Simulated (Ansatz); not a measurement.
**SnO: one change and its effect**

System: SnO (Pm, 4 atoms in the cell).
Method of the first run: DFT PBEsol, scalar-relativistic, plane waves, PAW, no spin polarisation (Ansatz 0.2.0).

The structure derives from an entry of the Crystallography Open Database. Text and figures count atoms from 1; the logs count them from 0 in places.

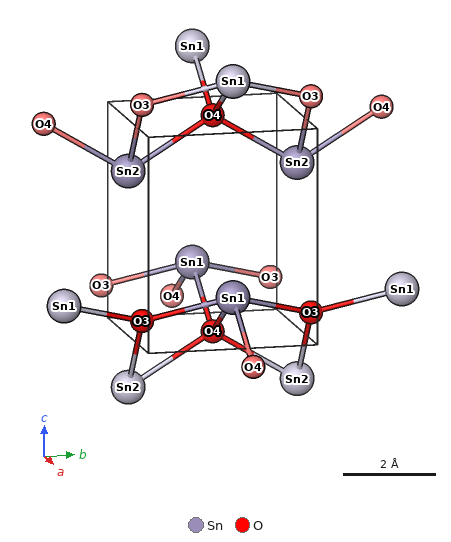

The structure as given in the input (ball-and-stick view of the cell of the calculation, seen slightly off an axis; neighbours outside the cell are drawn fainter; atoms are numbered from 1 in the order of the input). An atom can appear more than once, as a periodic image.

The input, the first run:
```yaml
crystal:
  lattice:
    - [3.802, 0.0, 0.0]
    - [0.0, 3.802, 0.0]
    - [0.0, 0.0, 4.836]
  atoms:
    - { symbol: Sn, position: [0.0, 0.5, 0.2385] }
    - { symbol: Sn, position: [0.5, 0.0, 0.7615] }
    - { symbol: O, position: [-0.1578116781, 0.0, 0.1240694789] }
    - { symbol: O, position: [0.5, 0.5, 0.0] }
basis:
  ecutwfc: 420
kpoints:
  mp_grid: { grid: [12, 12, 10] }
hamiltonian:
  xc: pbesol
scf:
  occupations: { method: gaussian, width: 0.15 }
output:
  forces: true
  stress: true
  eigenvalues: true
```

Command:
```bash
ansatz run input.yaml --threads 1 --pin off --max-ram 2560MiB --backend cpu --events-out ev --progress --plain --runs-dir out
```

Hardware: 1 thread of Intel Xeon @ 2.50GHz (Skylake/Cascade Lake), 189 GiB of memory available, shared host.

Output, shortened to warnings, some set-up lines, iterations and results (the first run):
```
Basis set: ecut = 420 eV, 1361 PW (Γ), exchange–correlation on 54×54×72 points (8 copies of the dense FFT grid, shifted against one another)
Symmetry: 2 space group operations
k-points: 434 of 1440 (time reversal used)
Initial density: superposition of atomic densities (neutral atoms: chi_scale 0, normalization atom), corrected by the library's trained network
[...]
SCF iter   1: F=—  HF=-13020.180187 eV  |F-HF|=—  |Δ(HF+E_count)|=         —  Δρ=1.46e-2  dr2=1.29e-1  ethr=1.77e-3  ⟨swp⟩=5.7  Hψ=46070  notcnv=0
SCF iter   2: F=—  HF=-13020.155191 eV  |F-HF|=—  |Δ(HF+E_count)|=   2.50e-2  Δρ=5.04e-3  dr2=1.80e-2  ethr=3.23e-4  ⟨swp⟩=1.0  Hψ=13920  notcnv=0
SCF iter   3: F=—  HF=-13020.151964 eV  |F-HF|=—  |Δ(HF+E_count)|=   3.23e-3  Δρ=1.01e-3  dr2=5.88e-4  ethr=4.51e-5  ⟨swp⟩=2.0  Hψ=13713  notcnv=0
SCF iter   4: F=—  HF=-13020.151974 eV  |F-HF|=—  |Δ(HF+E_count)|=   1.04e-5  Δρ=2.85e-4  dr2=6.94e-5  ethr=1.47e-6  ⟨swp⟩=2.4  Hψ=15574  notcnv=0
SCF iter   5: F=—  HF=-13020.151985 eV  |F-HF|=—  |Δ(HF+E_count)|=   1.12e-5  Δρ=9.21e-5  dr2=1.11e-5  ethr=1.73e-7  ⟨swp⟩=2.7  Hψ=17555  notcnv=0
SCF iter   6: F=—  HF=-13020.151986 eV  |F-HF|=—  |Δ(HF+E_count)|=   3.25e-8  Δρ=3.40e-5  dr2=9.98e-7  ethr=2.77e-8  ⟨swp⟩=2.7  Hψ=17919  notcnv=0
SCF iter   7: F=-13020.151985 eV  HF=-13020.151985 eV  |F-HF|=8.87e-9  |Δ(HF+E_count)|=   3.23e-8  Δρ=8.06e-6  dr2=6.19e-8  ethr=2.50e-10  ⟨swp⟩=7.2  Hψ=52110  notcnv=0
SCF 1 converged in 7 iterations: F = -13020.151985 eV  dr2 = 6.19e-8
SCF converged after 7 iterations
Free energy (F): -13020.151985 eV
Harris-Foulkes:  -13020.151985 eV  (|F-HF|=8.87e-9)
Internal energy: -13020.148400 eV  (E = F + TS)
E sigma→0 (E₀):  -13020.150193 eV
Entropy (-TS):   -0.003585 eV (-0.896 meV/atom)
Fermi energy:    9.902848 eV
--- Per-component energies (eV) ---
  E_band       = -187.977867
  E_kinetic    = 725.199220
  E_local      = -2663.434123  (includes V_loc(G=0)·N_el)
  E_nonlocal   = 36.817475
  E_hartree    = 1438.111222
  E_xc         = -904.315419
  E_vxc        = -380.944269  (∫ρ·V_xc dr)
  E_paw        = -8435.762906  (= ΣΔE_a)
  E_vpaw       = -781.851956  (= ΣTr[D̂ρ^β])
  E_aug_tail   = 0.004810  (compensation charges beyond the density's cutoff)
  E_ewald      = -3217.408934
  E_core_change = 0.640255  (= ΣΔE_core)
  E_smearing   = -0.003585  (= −TS)
  E_closure    = -0.000000  (closes the sum)
  Σ components = -13020.151985   (vs F -13020.151985, Δ=0.00e0)
--- Forces (eV/Å), atoms counted from 1 ---
  atom   1  Sn     0.24872928     0.00000000     1.82329928
  atom   2  Sn     0.42219052     0.00000000     0.14412183
  atom   3  O      1.22438444     0.00000000    -1.49041789
  atom   4  O     -1.89527147     0.00000000    -0.47698970
  max |Σ_I F_I| component: 3.28e-5 eV/Å
--- Stress (GPa, compression-positive) ---
       -0.902446       0.000000       2.057853
        0.000000      12.551852       0.000000
        2.057852       0.000000       1.798592
  P = ⅓ Tr σ = 4.4827 GPa (44.827 kbar)
```

The second run used a changed input.

The two runs side by side:

```csv
quantity,the first run,the second run
outcome,converged,converged
free energy per atom (eV),−3255.0380,−3255.0705
"energy per atom, smearing taken to zero (eV)",−3255.0375,−3255.0701
gap on the mesh (eV),0.00,0.00
pressure (GPa),4.48,6.47
largest force (eV/Å),1.954,3.866
SCF iterations,7,8
irreducible k-points,434,434
plane waves at Γ,1361,1361
wall time (shared host),1.9 min,2.1 min
```

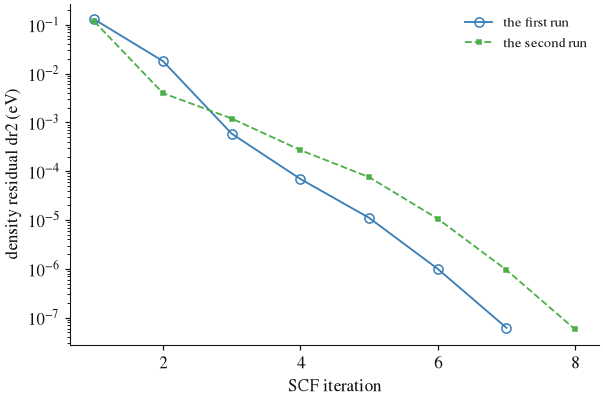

Convergence of the two runs: density residual dr2 against the SCF iteration. The first run takes 7 iterations in all, and the second run takes 8.

What was changed in the input?

The change (lines with − go, lines with + come):
```diff
-    - { symbol: O, position: [-0.1578116781, 0.0, 0.1240694789] }
+    - { symbol: O, position: [-0.1578116781, 0.0, 0.0620347395] }
```

With the same functional and potentials, the second run lies 32.5 meV per atom lower. The pressure goes from 4.48 to 6.47 GPa. The largest force goes from 1.954 to 3.866 eV/Å. The SCF takes 8 iterations against 7.

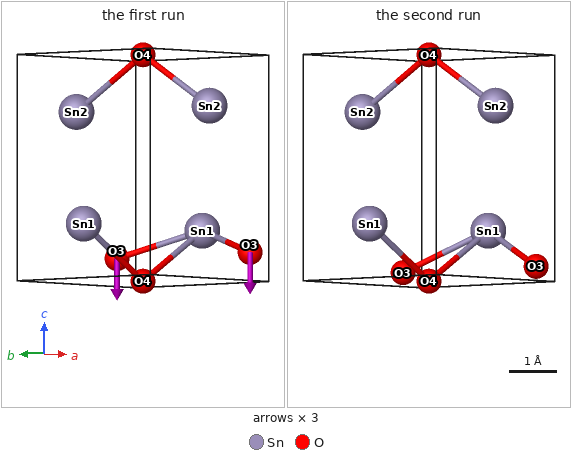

The two input geometries at one scale (ball-and-stick view of the cell of the calculation, seen at an oblique angle). The pink arrows on the first give the shifts of the atoms relative to the cell, magnified 3 times. O3 moves most: 0.30 Å. Sn stays in place. The cell stays as it was. Among the contacts that change: Sn2–O3 2.183 → 1.951 Å, Sn1–O3 2.069 → 2.168 Å.

Output, shortened to warnings, some set-up lines, iterations and results (the second run):
```
Basis set: ecut = 420 eV, 1361 PW (Γ), exchange–correlation on 54×54×72 points (8 copies of the dense FFT grid, shifted against one another)
Symmetry: 2 space group operations
k-points: 434 of 1440 (time reversal used)
Initial density: superposition of atomic densities (neutral atoms: chi_scale 0, normalization atom), corrected by the library's trained network
[...]
SCF iter   1: F=—  HF=-13020.308276 eV  |F-HF|=—  |Δ(HF+E_count)|=         —  Δρ=1.41e-2  dr2=1.17e-1  ethr=1.77e-3  ⟨swp⟩=5.7  Hψ=46065  notcnv=0
SCF iter   2: F=—  HF=-13020.282441 eV  |F-HF|=—  |Δ(HF+E_count)|=   2.58e-2  Δρ=2.86e-3  dr2=3.97e-3  ethr=2.93e-4  ⟨swp⟩=2.0  Hψ=18489  notcnv=0
SCF iter   3: F=—  HF=-13020.281986 eV  |F-HF|=—  |Δ(HF+E_count)|=   4.55e-4  Δρ=1.32e-3  dr2=1.20e-3  ethr=9.92e-6  ⟨swp⟩=2.3  Hψ=13898  notcnv=0
SCF iter   4: F=—  HF=-13020.281857 eV  |F-HF|=—  |Δ(HF+E_count)|=   1.29e-4  Δρ=5.82e-4  dr2=2.71e-4  ethr=3.01e-6  ⟨swp⟩=2.9  Hψ=19298  notcnv=0
SCF iter   5: F=—  HF=-13020.281821 eV  |F-HF|=—  |Δ(HF+E_count)|=   3.68e-5  Δρ=2.69e-4  dr2=7.57e-5  ethr=6.77e-7  ⟨swp⟩=2.0  Hψ=13647  notcnv=0
SCF iter   6: F=—  HF=-13020.281825 eV  |F-HF|=—  |Δ(HF+E_count)|=   4.87e-6  Δρ=8.30e-5  dr2=1.06e-5  ethr=1.89e-7  ⟨swp⟩=2.1  Hψ=12610  notcnv=0
SCF iter   7: F=—  HF=-13020.281825 eV  |F-HF|=—  |Δ(HF+E_count)|=   4.39e-7  Δρ=2.72e-5  dr2=9.48e-7  ethr=2.65e-8  ⟨swp⟩=2.3  Hψ=14136  notcnv=0
SCF iter   8: F=-13020.281825 eV  HF=-13020.281825 eV  |F-HF|=2.35e-8  |Δ(HF+E_count)|=   1.41e-7  Δρ=7.64e-6  dr2=5.73e-8  ethr=2.50e-10  ⟨swp⟩=4.0  Hψ=46302  notcnv=0
SCF 1 converged in 8 iterations: F = -13020.281825 eV  dr2 = 5.73e-8
SCF converged after 8 iterations
Free energy (F): -13020.281825 eV
Harris-Foulkes:  -13020.281825 eV  (|F-HF|=2.35e-8)
Internal energy: -13020.279197 eV  (E = F + TS)
E sigma→0 (E₀):  -13020.280511 eV
Entropy (-TS):   -0.002628 eV (-0.657 meV/atom)
Fermi energy:    9.958925 eV
--- Per-component energies (eV) ---
  E_band       = -187.339291
  E_kinetic    = 726.573629
  E_local      = -2706.872209  (includes V_loc(G=0)·N_el)
  E_nonlocal   = 36.971890
  E_hartree    = 1459.627898
  E_xc         = -904.843201
  E_vxc        = -381.601807  (∫ρ·V_xc dr)
  E_paw        = -8435.697070  (= ΣΔE_a)
  E_vpaw       = -781.669339  (= ΣTr[D̂ρ^β])
  E_aug_tail   = 0.004841  (compensation charges beyond the density's cutoff)
  E_ewald      = -3196.685229
  E_core_change = 0.640255  (= ΣΔE_core)
  E_smearing   = -0.002628  (= −TS)
  E_closure    = -0.000000  (closes the sum)
  Σ components = -13020.281825   (vs F -13020.281825, Δ=0.00e0)
--- Forces (eV/Å), atoms counted from 1 ---
  atom   1  Sn    -0.33639925     0.00000000     0.67027228
  atom   2  Sn    -0.99183891     0.00000000    -1.14206349
  atom   3  O      3.73344384     0.00000000     1.00521398
  atom   4  O     -2.40522154     0.00000000    -0.53342608
  max |Σ_I F_I| component: 1.59e-5 eV/Å
--- Stress (GPa, compression-positive) ---
        4.881512       0.000000       5.768852
        0.000000       9.317612       0.000000
        5.768847       0.000000       5.217356
  P = ⅓ Tr σ = 6.4722 GPa (64.722 kbar)
```
